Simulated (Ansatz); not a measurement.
## Two runs on P

System: P (Cmce, 4 atoms in the cell).
Method of run 1: Kohn-Sham DFT of a periodic cell, PBEsol with D3(BJ), Ansatz PAW, no spin polarisation (Ansatz 0.2.0).

The structure derives from a Materials Project entry. Text and figures count atoms from 1; the logs count them from 0 in places.

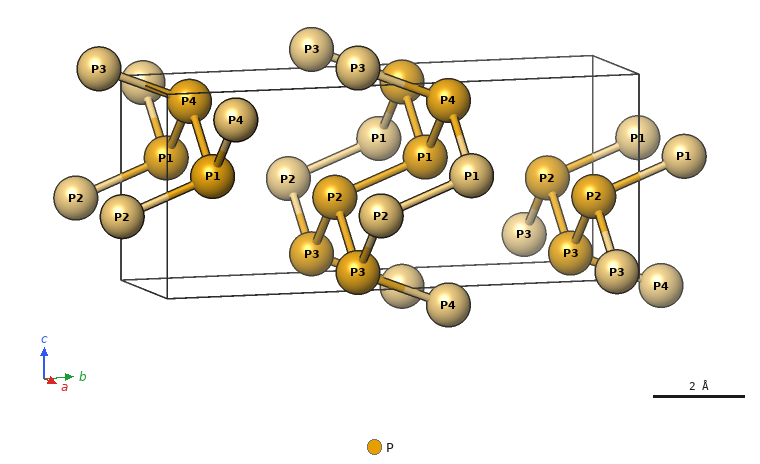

Figure 1. The starting structure (ball-and-stick view of the cell 2 times as large as that of the calculation, set on its symmetry axes, seen slightly off an axis; neighbours outside the cell are drawn fainter; atoms are numbered from 1 in the order of the input).

### Input, run 1
```yaml
crystal:
  lattice:
    - [1.6477431241, -5.4650377251, 0.0]
    - [1.6477431241, 5.4650377251, 0.0]
    - [0.0, 0.0, 4.54363559]
  atoms:
    - { symbol: P, position: [0.90414313, 0.09585687, 0.58881517] }
    - { symbol: P, position: [0.09585687, 0.90414313, 0.41118483] }
    - { symbol: P, position: [0.59585687, 0.40414313, 0.08881517] }
    - { symbol: P, position: [0.40414313, 0.59585687, 0.91118483] }
hamiltonian:
  xc: pbesol
  pseudopotentials: { kind: paw }
  dispersion: d3bj
kpoints:
  mp_grid: { grid: [8, 8, 6] }
scf:
  occupations: { method: fermi_dirac, width: 0.05 }
output:
  forces: true
  stress: true
  write_density: true
  write_potential: true
  elf: true
  volumetric_format: npy
relax:
  f_tol: 0.01
  max_steps: 40
  cell: { stress_tol: 0.05 }
```

Command:
```bash
ansatz run input.yaml --threads 2 --pin off --max-ram 5120MiB --backend cpu --events-out ev --progress --plain --runs-dir out
```

Hardware: 2 threads of AMD EPYC (Zen 3), 189 GiB of memory available, shared host.

### Output, shortened to warnings, some set-up lines, iterations and results (run 1)
```
Basis set: ecut = 420 eV, 1649 PW (Γ), exchange–correlation on 80×80×64 points (8 copies of the dense FFT grid, shifted against one another)
Symmetry: 8 space group operations
k-points: 84 of 384
Initial density: superposition of atomic densities (neutral atoms: chi_scale 0, normalization atom), corrected by the library's trained network
[...]
SCF iter   1: F=—  HF=-2961.157435 eV  |F-HF|=—  |Δ(HF+E_count)|=         —  Δρ=3.37e-3  dr2=1.06e-2  ethr=1.77e-3  ⟨swp⟩=7.6  Hψ=8785  notcnv=0
SCF iter   2: F=—  HF=-2961.155833 eV  |F-HF|=—  |Δ(HF+E_count)|=   1.60e-3  Δρ=2.07e-3  dr2=4.11e-3  ethr=5.31e-5  ⟨swp⟩=2.4  Hψ=2596  notcnv=0
SCF iter   3: F=—  HF=-2961.155323 eV  |F-HF|=—  |Δ(HF+E_count)|=   5.10e-4  Δρ=3.57e-4  dr2=2.44e-4  ethr=2.06e-5  ⟨swp⟩=2.8  Hψ=2048  notcnv=0
SCF iter   4: F=—  HF=-2961.155310 eV  |F-HF|=—  |Δ(HF+E_count)|=   1.34e-5  Δρ=2.00e-4  dr2=8.53e-5  ethr=1.22e-6  ⟨swp⟩=2.2  Hψ=1573  notcnv=0
SCF iter   5: F=—  HF=-2961.155309 eV  |F-HF|=—  |Δ(HF+E_count)|=   8.13e-7  Δρ=4.63e-5  dr2=3.27e-6  ethr=4.26e-7  ⟨swp⟩=2.0  Hψ=1749  notcnv=0
[... 73 lines ...]
SCF iter   2: F=—  HF=-2961.505516 eV  |F-HF|=—  |Δ(HF+E_count)|=   7.10e-6  Δρ=1.92e-6  dr2=1.86e-9  ethr=2.85e-11  ⟨swp⟩=3.6  Hψ=2640  notcnv=0
SCF iter   3: F=—  HF=-2961.505516 eV  |F-HF|=—  |Δ(HF+E_count)|=  1.16e-10  Δρ=5.15e-7  dr2=1.98e-10  ethr=9.32e-12  ⟨swp⟩=1.2  Hψ=1299  notcnv=0
SCF iter   4: F=-2961.505516 eV  HF=-2961.505516 eV  |F-HF|=1.27e-11  |Δ(HF+E_count)|=  5.00e-12  Δρ=2.13e-7  dr2=2.58e-11  ethr=1.00e-12  ⟨swp⟩=8.5  Hψ=7216  notcnv=0
SCF 12 converged in 4 iterations: F = -2961.505516 eV  dr2 = 2.58e-11
relax step  12: F+E_penalty+E_count = -2961.50551606 eV  Δ(F+E_penalty+E_count) = +1.161e-5 eV  max|allowed force component| = 2.066e-4 eV/Å  Δτ_max = 0.0000 Å  P = -0.001 …
basis re-selected at this cell: Δ(F+E_penalty+E_count) = +1.161e-5 eV, ΔP = -0.000 GPa vs the last step (what re-selecting the basis moved, of the pressure what is left beyond the Pulay correction that the steps carried, after the strain that the cell walked since its last selection, with what the …
SCF converged after 4 iterations
Free energy (F): -2961.505516 eV
Harris-Foulkes:  -2961.505516 eV  (|F-HF|=1.27e-11)
Internal energy: -2961.500802 eV  (E = F + TS)
E sigma→0 (E₀):  -2961.503159 eV
Entropy (-TS):   -0.004714 eV (-1.178 meV/atom)
Fermi energy:    9.956413 eV
--- Per-component energies (eV) ---
  E_band       = 61.079401
  E_kinetic    = 284.896219
  E_local      = -162.243521  (includes V_loc(G=0)·N_el)
  E_nonlocal   = 136.203594
  E_hartree    = 39.199305
  E_xc         = -246.110755
  E_vxc        = -245.617976  (∫ρ·V_xc dr)
  E_paw        = -2216.434128  (= ΣΔE_a)
  E_vpaw       = -30.557545  (= ΣTr[D̂ρ^β])
  E_aug_tail   = 0.000012  (compensation charges beyond the density's cutoff)
  E_ewald      = -795.763791
  E_disp       = -1.432123  (pairwise vdW)
  E_core_change = 0.184384  (= ΣΔE_core)
  E_smearing   = -0.004714  (= −TS)
  E_closure    = 0.000000  (closes the sum)
  Σ components = -2961.505516   (vs F -2961.505516, Δ=0.00e0)
--- Forces (eV/Å), atoms counted from 1 ---
  atom   1  P      0.00000000     0.00020221     0.00020655
  atom   2  P     -0.00000000    -0.00020221    -0.00020655
  atom   3  P      0.00000000    -0.00020221     0.00020655
  atom   4  P     -0.00000000     0.00020221    -0.00020655
  max |Σ_I F_I| component: 0.00e0 eV/Å
--- Stress (GPa, compression-positive) ---
        0.000970       0.000000       0.000000
        0.000000      -0.004133       0.000000
        0.000000       0.000000      -0.000909
  P = ⅓ Tr σ = -0.0014 GPa (-0.014 kbar)
--- Relaxed structure (10 steps of the walk, 9 accepted, 2 SCFs on fresh bases) ---
  F+E_penalty+E_count = -2961.50551606 eV   max|allowed force component| = 2.066e-4 eV/Å   (the final SCF, on the basis selected at the relaxed cell)
  cell:  # Å, volume = 63.1218 Å³
    - [1.669929123258462, -4.959410028274053, 1.3520216465432228e-17]
    - [1.669929123258462, 4.959410028274053, 1.3520216465432243e-17]
    - [3.72818650057457e-17, 6.85305433478619e-33, 3.8108475403678304]
  atoms:
[...]
```

For run 2 the input was changed thus:
```diff
-  xc: pbesol
+  xc: revpbe
-  dispersion: d3bj
-  write_density: true
-  write_potential: true
-  elf: true
-  volumetric_format: npy
```

How does run 2 compare with run 1?

The total energies belong to different models, so their difference says nothing on which is more stable or more accurate. The volume per atom goes from 15.78 to 30.23 Å³. The functional changes from PBEsol to revPBE. The SCF takes 123 iterations over all geometry steps against 59. On the same kind of shared host run 2 took about 2.2 times as long.

### Output, shortened to warnings, some set-up lines, iterations and results (run 2)
```
Basis set: ecut = 420 eV, 1649 PW (Γ), exchange–correlation on 80×80×64 points (8 copies of the dense FFT grid, shifted against one another)
Symmetry: 8 space group operations
k-points: 84 of 384
Initial density: superposition of atomic densities (neutral atoms: chi_scale 0, normalization atom), corrected by the library's trained network
[...]
SCF iter   1: F=—  HF=-3031.984888 eV  |F-HF|=—  |Δ(HF+E_count)|=         —  Δρ=2.63e-3  dr2=4.07e-3  ethr=1.77e-3  ⟨swp⟩=7.5  Hψ=8716  notcnv=0
SCF iter   2: F=—  HF=-3031.984175 eV  |F-HF|=—  |Δ(HF+E_count)|=   7.14e-4  Δρ=1.12e-3  dr2=7.01e-4  ethr=2.04e-5  ⟨swp⟩=2.8  Hψ=3021  notcnv=0
SCF iter   3: F=—  HF=-3031.984244 eV  |F-HF|=—  |Δ(HF+E_count)|=   6.96e-5  Δρ=5.38e-4  dr2=1.63e-4  ethr=3.50e-6  ⟨swp⟩=2.1  Hψ=1770  notcnv=0
SCF iter   4: F=—  HF=-3031.984305 eV  |F-HF|=—  |Δ(HF+E_count)|=   6.07e-5  Δρ=1.75e-4  dr2=3.89e-5  ethr=8.13e-7  ⟨swp⟩=2.7  Hψ=2341  notcnv=0
SCF iter   5: F=—  HF=-3031.984303 eV  |F-HF|=—  |Δ(HF+E_count)|=   2.39e-6  Δρ=4.43e-5  dr2=1.61e-6  ethr=1.95e-7  ⟨swp⟩=2.0  Hψ=1782  notcnv=0
[... 157 lines ...]
SCF iter   4: F=—  HF=-3032.109657 eV  |F-HF|=—  |Δ(HF+E_count)|=  9.21e-10  Δρ=4.98e-7  dr2=4.65e-10  ethr=1.60e-11  ⟨swp⟩=2.7  Hψ=1990  notcnv=0
SCF iter   5: F=—  HF=-3032.109657 eV  |F-HF|=—  |Δ(HF+E_count)|=  6.96e-11  Δρ=2.88e-7  dr2=5.28e-11  ethr=2.32e-12  ⟨swp⟩=2.2  Hψ=1881  notcnv=0
SCF iter   6: F=-3032.109657 eV  HF=-3032.109657 eV  |F-HF|=1.36e-12  |Δ(HF+E_count)|=  1.39e-10  Δρ=3.67e-8  dr2=1.04e-12  ethr=1.00e-12  ⟨swp⟩=5.2  Hψ=4713  notcnv=0
SCF 22 converged in 6 iterations: F = -3032.109657 eV  dr2 = 1.04e-12
relax step  22: F+E_penalty+E_count = -3032.10965749 eV  Δ(F+E_penalty+E_count) = -7.256e-4 eV  max|allowed force component| = 3.764e-3 eV/Å  Δτ_max = 0.0000 Å  P = -0.001 …
basis re-selected at this cell: Δ(F+E_penalty+E_count) = -7.256e-4 eV, ΔP = +0.006 GPa vs the last step (what re-selecting the basis moved, of the pressure what is left beyond the Pulay correction that the steps carried, after the strain that the cell walked since its last selection, with what the …
SCF converged after 6 iterations
Free energy (F): -3032.109657 eV
Harris-Foulkes:  -3032.109657 eV  (|F-HF|=1.36e-12)
Internal energy: -3032.109654 eV  (E = F + TS)
E sigma→0 (E₀):  -3032.109656 eV
Entropy (-TS):   -0.000003 eV (-0.001 meV/atom)
Fermi energy:    3.129365 eV
--- Per-component energies (eV) ---
  E_band       = -68.606248
  E_kinetic    = 277.445867
  E_local      = -886.718722  (includes V_loc(G=0)·N_el)
  E_nonlocal   = 133.337016
  E_hartree    = 338.098304
  E_xc         = -244.189541
  E_vxc        = -240.041676  (∫ρ·V_xc dr)
  E_paw        = -2286.098228  (= ΣΔE_a)
  E_vpaw       = -28.825339  (= ΣTr[D̂ρ^β])
  E_aug_tail   = 0.000013  (compensation charges beyond the density's cutoff)
  E_ewald      = -363.890639
  E_core_change = -0.093725  (= ΣΔE_core)
  E_smearing   = -0.000003  (= −TS)
  E_closure    = 0.000000  (closes the sum)
  Σ components = -3032.109657   (vs F -3032.109657, Δ=0.00e0)
--- Forces (eV/Å), atoms counted from 1 ---
  atom   1  P      0.00000000    -0.00376425     0.00092413
  atom   2  P     -0.00000000     0.00376425    -0.00092413
  atom   3  P      0.00000000     0.00376425     0.00092413
  atom   4  P     -0.00000000    -0.00376425    -0.00092413
  max |Σ_I F_I| component: 4.34e-19 eV/Å
--- Stress (GPa, compression-positive) ---
       -0.001223       0.000000       0.000000
        0.000000       0.004220       0.000000
        0.000000       0.000000      -0.005588
  P = ⅓ Tr σ = -0.0009 GPa (-0.009 kbar)
--- Relaxed structure (18 steps of the walk, 18 accepted, 4 SCFs on fresh bases) ---
  F+E_penalty+E_count = -3032.10965749 eV   max|allowed force component| = 3.764e-3 eV/Å   (the final SCF, on the basis selected at the relaxed cell)
  cell:  # Å, volume = 120.9188 Å³
    - [1.6582906305182743, -7.713156376231221, -4.27365509480877e-18]
    - [1.6582906305182743, 7.713156376231221, -4.273655094808756e-18]
    - [-1.1784562231909797e-17, 5.593301699715199e-33, 4.726842744254167]
  atoms:
[...]
```

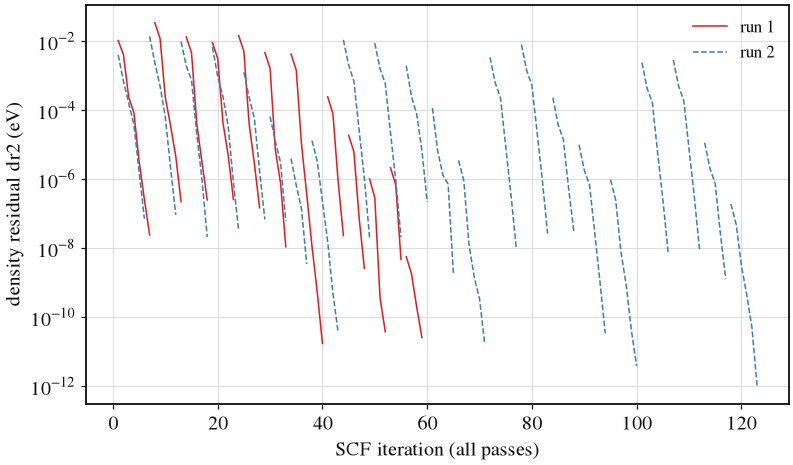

Figure 2. Convergence of the two runs: density residual dr2 against the SCF iteration. A break in a curve parts two SCF passes. Run 1 takes 59 iterations in all, and run 2 takes 123.

### The two runs side by side

```tsv
quantity	run 1	run 2
outcome	converged	converged
free energy per atom (eV)	−740.3764	−758.0274
energy per atom, smearing taken to zero (eV)	−740.3758	−758.0274
gap on the mesh (eV)	0.00	–
pressure (GPa)	0.00	0.00
volume per atom (Å³)	15.78	30.23
largest force (eV/Å)	0.000	0.004
SCF iterations	59	123
irreducible k-points	84	84
wall time (shared host)	67 s	2.4 min
```

For run 2: Points of doubt noted for this run: forces on files of another functional.
